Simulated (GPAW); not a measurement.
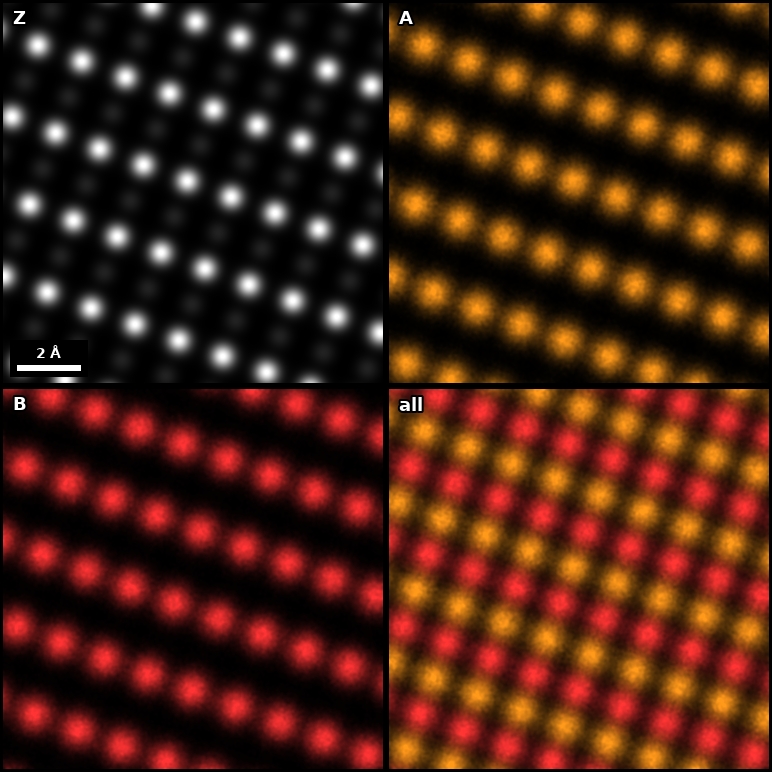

NiO (Fm-3m, No. 225) along [211]. Panel Z: Simulated incoherent Z contrast: every atom adds Z^1.6 spread by a probe of 0.60 Å full width; channelling and multiple scattering are left out. The probe carries 15 % of its weight in a tail 2.5 times as wide. The other panels are simulated element maps (the number of atoms of one element along the beam, blurred by 0.9 Å, with counting noise; each on its own scale, no channelling); the last overlays them. Structure used: an entry of the Crystallography Open Database, as set up for an electronic-structure calculation.

```
Ni O
1.0
     4.17180    0.00000    0.00000
     0.00000    4.17180    0.00000
     0.00000    0.00000    4.17180
Ni O
4 4
Direct
  0.00000 0.00000 0.00000
  0.00000 0.50000 0.50000
  0.50000 0.00000 0.50000
  0.50000 0.50000 0.00000
  0.50000 0.00000 0.00000
  0.50000 0.50000 0.50000
  0.00000 0.00000 0.50000
  0.00000 0.50000 0.00000
```

> Which element does each lettered map show?

A: Ni, B: O. The projected cell (1.47 × 2.41 Å, 90°) holds 2 columns: 1 of Ni and 1 of O. No column is shared by two of the mapped elements.
